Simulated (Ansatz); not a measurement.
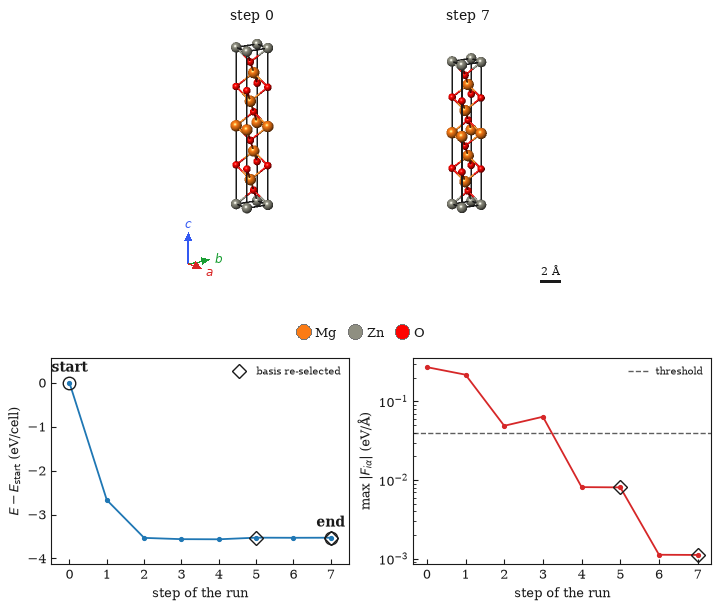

First and last geometry of a relaxation of crystalline Mg$_{5}$ZnO$_{6}$ (a generated structure, set up in P-3m1) (coarse preliminary run), with the history of the run. The picture is a ball-and-stick view of the cell of the calculation, seen slightly off an axis.

The calculation used DFT PBE, scalar-relativistic, plane waves, PAW (Ansatz 0.2.0). Settings: plane-wave cutoff 420 eV; k-point mesh 6 × 6 × 1; occupations gaussian; smearing width 0.1 eV; no spin polarisation; cell and atoms relaxed; force threshold 0.04 eV/Å; at most 70 steps.

Q: What do the curves and the structures tell?

A: It converged. The largest moves relative to the cell, 0.048 Å, are those of O atoms. By element the largest moves are O 0.048 Å, Mg 0.015 Å. Zn stays in place. Cell: a = b 3.311 → 3.019 Å (−8.8 %), c 16.222 → 14.767 Å (−9.0 %). Volume −24.3 %. Some distances before and after: Mg–O 2.341 → 2.115 Å, O–Zn 2.341 → 2.162 Å. The space group stays P-3m1 (No. 164). After 5 accepted moves (7 points after the start) the energy has fallen by 3.527 eV per cell of the calculation. The largest force component goes from 0.27 to 0.0011 eV/Å. The pressure goes from −23.68 to 0.00 GPa. At 2 points the geometry stayed and the basis and grid were re-selected for the new cell (energy shift of 37.2 meV per cell of the calculation at most each time). The run took 64 s on 1 thread of Intel(R) Xeon(R) Processor @ 2.50GHz (Skylake/Cascade Lake), with other jobs on the host, peak memory 0.46 GiB.

| step | E − E(0), meV/atom | largest force component, eV/Å | pressure, GPa | volume, Å³/atom | note |
| --- | --- | --- | --- | --- | --- |
| 0 | 0.00 | 0.2720 | -23.68 | 12.836 |  |
| 1 | -222.38 | 0.2180 | -14.79 | 11.094 |  |
| 2 | -294.24 | 0.0490 | 4.47 | 9.482 |  |
| 3 | -296.68 | 0.0638 | -0.53 | 9.785 |  |
| 4 | -296.92 | 0.0081 | -0.01 | 9.752 |  |
| 5 | -293.83 | 0.0081 | -0.61 | 9.752 | same geometry, new basis |
| 6 | -294.06 | 0.0011 | 0.02 | 9.712 |  |
| 7 | -293.91 | 0.0011 | 0.00 | 9.712 | same geometry, new basis |
